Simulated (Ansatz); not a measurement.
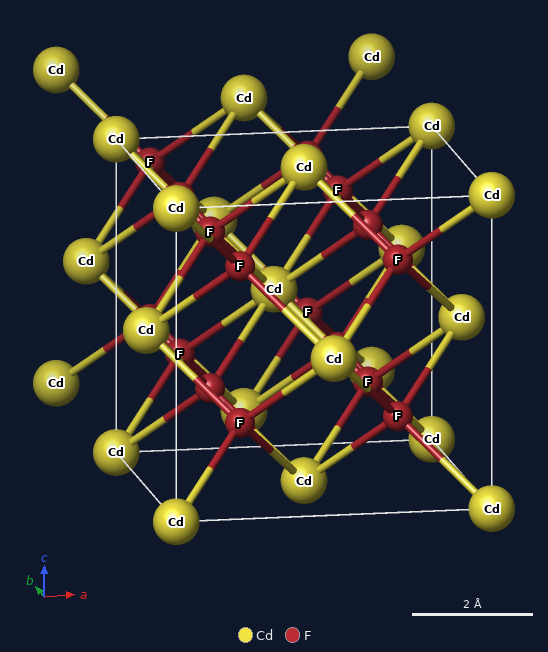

This is solid CdF$_{2}$ (built on the measured structure type). A ball-and-stick model of the conventional cell (4 times the calculation's cell), repeated 1 × 2 × 1 with one cell outlined, seen slightly off an axis. Lengths and directions refer to the drawn axes.

Computed with Ansatz, DFT, HSE06, plane waves, PAW. (plane-wave cutoff 420 eV; k-point mesh 6 × 6 × 6; occupations fixed; no spin polarisation)

The variant: All lengths are scaled by −2.7 % (volume −7.9 %), the atoms keeping their fractional coordinates. No relaxation follows.

Input file:
```yaml
crystal:
  lattice:
    - [0.0, 2.6104195701, 2.6104195701]
    - [2.6104195701, 0.0, 2.6104195701]
    - [2.6104195701, 2.6104195701, 0.0]
  atoms:
    - { symbol: Cd, position: [0.0, 0.0, 0.0] }
    - { symbol: F, position: [0.25, 0.25, 0.25] }
    - { symbol: F, position: [0.75, 0.75, 0.75] }
kpoints:
  mp_grid: { grid: [6, 6, 6] }
  band_path:
    path:
      - [0.0, 0.0, 0.0]
      - [0.5, 0.0, 0.5]
      - [0.625, 0.25, 0.625]
      - [0.375, 0.375, 0.75]
      - [0.5, 0.5, 0.5]
      - [0.5, 0.25, 0.75]
      - [0.25, -0.5, -0.25]
    npoints: 1
hamiltonian:
  xc: hse06
scf:
  occupations: { method: fixed }
  n_extra_bands: 4
output:
  forces: true
  stress: true
  eigenvalues: true
```

Launched with:
```bash
ansatz run input.yaml --threads 4 --pin off --max-ram 4608MiB --backend cpu --events-out ev --progress --plain --runs-dir out
```

Predict the response.

Answer. Some distances before and after: Cd–F 2.323 → 2.261 Å. The space group stays Fm-3m (No. 225). The energy rises by 54.8 meV per atom. The pressure goes from 3.2 to 15.0 GPa. All forces vanish by symmetry.

The changed structure in the same view:

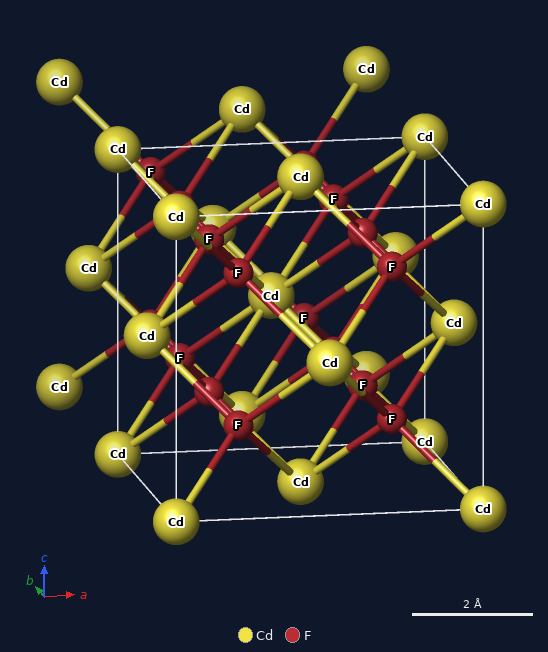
